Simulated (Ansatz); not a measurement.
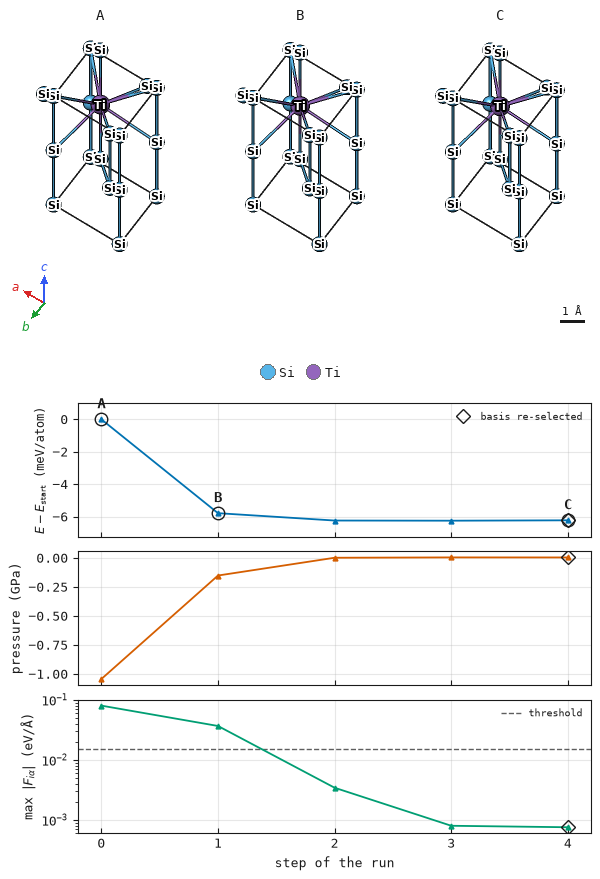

Frames of a relaxation of crystalline TiSi5 (set up in P-6m2), marked on the history of the run. The picture is a ball-and-stick view of the cell of the calculation, reduced to other axes, seen from a free direction. Lengths and directions refer to the drawn axes.

Case: 5 of 6 Ti sites taken by Si, cell and atoms relaxed.

Method: Ansatz 0.2.0, DFT r2SCAN, scalar-relativistic, plane waves, PAW.

Input file:
```yaml
crystal:
  lattice:
    - [2.2058737719, -3.820685448, 0.0]
    - [-4.4117475438, 0.0, 0.0]
    - [0.0, 0.0, -5.2505519591]
  atoms:
    - { symbol: Si, position: [1.0, 0.0, 0.5] }
    - { symbol: Si, position: [1.0, 0.0, 0.0] }
    - { symbol: Si, position: [0.3333333333, 0.6666666667, 0.25] }
    - { symbol: Si, position: [0.3333333333, 0.6666666667, 0.75] }
    - { symbol: Ti, position: [0.6666666667, 0.3333333333, 0.25] }
    - { symbol: Si, position: [0.6666666667, 0.3333333333, 0.75] }
basis:
  ecutwfc: 500
kpoints:
  mp_grid: { grid: [12, 12, 8] }
hamiltonian:
  xc: r2scan
scf:
  occupations: { method: gaussian, width: 0.1 }
output:
  forces: true
  stress: true
  eigenvalues: true
relax:
  adjacent_minimum: "off"
  f_tol: 0.015
  max_steps: 60
  cell: { stress_tol: 0.15 }
```

Run as
```bash
ansatz run input.yaml --threads 1 --pin off --max-ram 2560MiB --backend cpu --events-out ev --progress --plain --runs-dir out
```

### What happens along the run?

Over 3 accepted moves (4 points after the start) the energy falls by 6.2 meV per atom. Largest force component: 0.08 eV/Å at the start, 0.00076 eV/Å at the end. Pressure: −1.04 GPa at the start and 0.00 GPa at the end. At 1 point the geometry stayed and the basis and grid were re-selected for the new cell (energy shift of less than 0.05 meV per atom at most each time). The largest moves relative to the cell, 0.008 Å, are those of Si1 and Si2. Si1 goes along −c. Ti stays in place. Cell: a = b 4.412 → 4.442 Å (+0.7 %), c 5.251 → 5.129 Å (−2.3 %). Volume −1.0 %. Among the contacts that change: Si1–Si2 2.625 → 2.548 Å, Ti5–Si6 2.625 → 2.565 Å, Si3–Si4 2.625 → 2.565 Å, Si1–Si2 (another image) 2.625 → 2.582 Å. The space group stays P-6m2 (No. 187). Cost: 5.3 min on 1 thread of Intel(R) Xeon(R) Processor @ 2.50GHz (Skylake/Cascade Lake), with other jobs on the host, peak memory 0.67 GiB. From step 0 to 1: volume −0.9 %, energy −5.8 meV per atom. From step 1 to 4: energy −0.4 meV per atom.

```
step  E − E(0), meV/atom  largest force component, eV/Å  pressure, GPa  volume, Å³/atom                      note
   0                0.00                         0.0802          -1.04           14.750                          
   1               -5.79                         0.0367          -0.15           14.620                          
   2               -6.24                         0.0034           0.00           14.608                          
   3               -6.25                         0.0008           0.00           14.606                          
   4               -6.23                         0.0008           0.00           14.606  same geometry, new basis
```
